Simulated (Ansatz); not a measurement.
```cif
data_structure
_symmetry_space_group_name_H-M 'P 1'
_symmetry_Int_Tables_number 1
_cell_length_a 4.7606
_cell_length_b 4.7606
_cell_length_c 3.2001
_cell_angle_alpha 90.000
_cell_angle_beta 90.000
_cell_angle_gamma 90.000
_cell_volume 72.52
loop_
_atom_site_label
_atom_site_type_symbol
_atom_site_fract_x
_atom_site_fract_y
_atom_site_fract_z
_atom_site_occupancy
Sn1 Sn 0.50000 0.50000 0.50000 1
Sn2 Sn 0.00000 0.00000 0.00000 1
O1 O 0.19412 0.80588 0.50000 1
O2 O 0.80588 0.19412 0.50000 1
O3 O 0.30588 0.30588 0.00000 1
O4 O 0.69412 0.69412 0.00000 1
```

Space group P4₂/mnm; a structure from a database of computed crystals, not necessarily the ambient phase; started from the database structure prototype, which need not be the ambient phase.

Method: DFT, r2SCAN, plane waves, PAW (Ansatz 0.2.0).

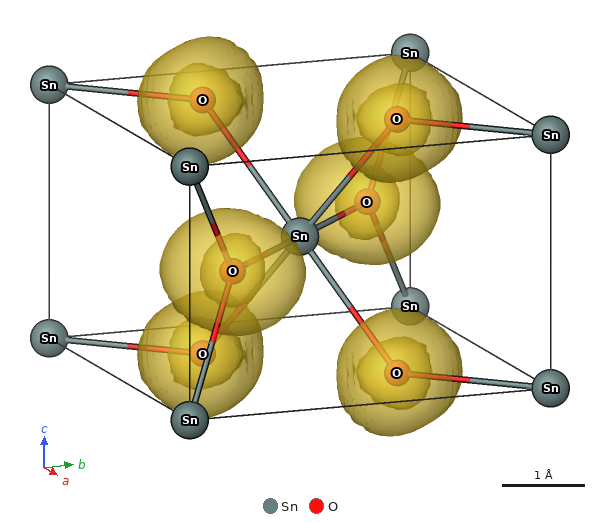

SnO2. Isosurface of the electron localisation function at 0.75 (yellow), seen slightly off an axis. Core shells and regions of very low density are left out. Sticks mark near contacts.

In a PAW calculation such maps are meaningful between the atoms, not at the nuclei.

**Describe the localisation domains.**

The surface consists of four regions wrapped around O (the valence shell of each), counted in one cell of 6 atoms. Regions shared between cells count once. Along the contacts the grid gives the following. Sn–O (2.06 Å): the ELF peaks at about 0.80 in the valence shell of O, 0.6 Å from its nucleus, and is about 0.25 at the midpoint; no shared electron pair shows on this line.

**Does the calculation make it a metal, or give it a gap?**

It is gapped, with a Kohn–Sham gap of 1.8 eV on the k-point mesh (the band edges may lie off the mesh, which would make the gap smaller).
